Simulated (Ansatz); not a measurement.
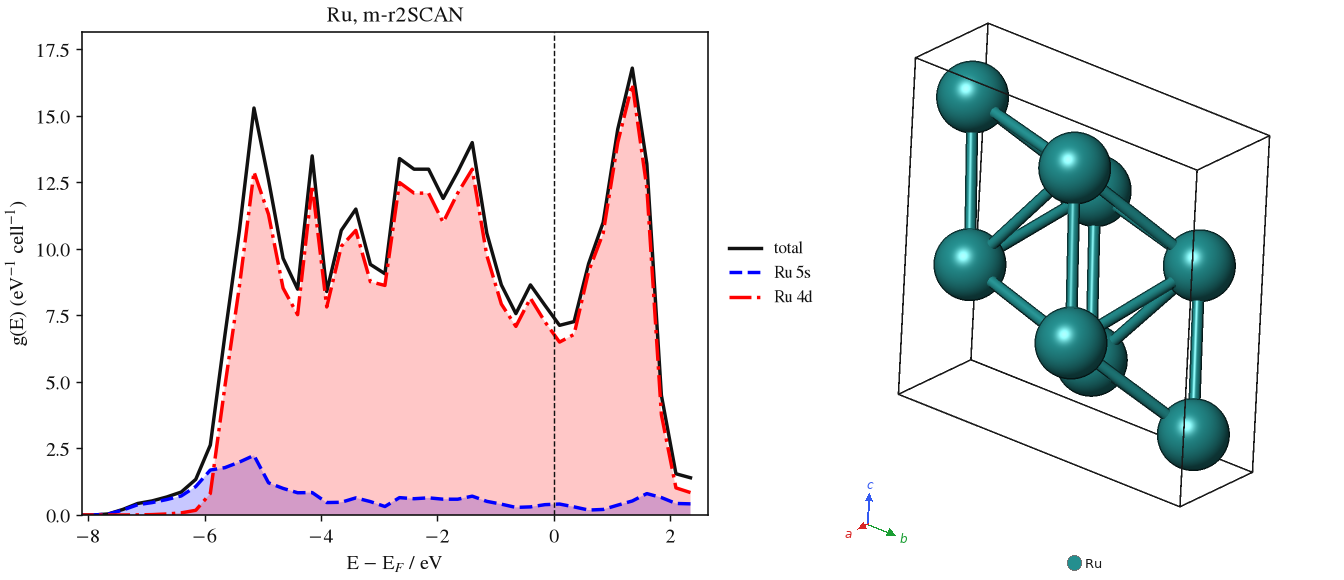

Density of states, beside the structure. Energies are counted from the Fermi level. The partial curves are projected on Löwdin-orthogonalised atomic shells.

System: Ru, space group P1, 8 atoms in the cell.

Ansatz; DFT with m-r2SCAN, PAW plane waves, no spin polarisation, 4×4×4 k mesh, Fermi-Dirac smearing of 0.026 eV.

Question: What is the density of states at the Fermi level?

Answer: It is a metal. The density of states at the Fermi level is about 7.5 per eV and cell (mean within 0.25 eV), or 0.94 per atom.

Question: What carries the states at the Fermi level?

Answer: By projected weight, the states within 0.3 eV of the Fermi level are Ru 4d almost alone.

Question: Where is the centre of the Ru 4d band?

Answer: Over the range shown, the centre of the Ru 4d weight lies 1.9 eV below the Fermi level, and about 70 % of the shell is filled.

The atoms aren't at rest in this cell (largest force 1.3 eV/Å), so the relaxed material can differ. The cell is at −22 GPa in this functional.
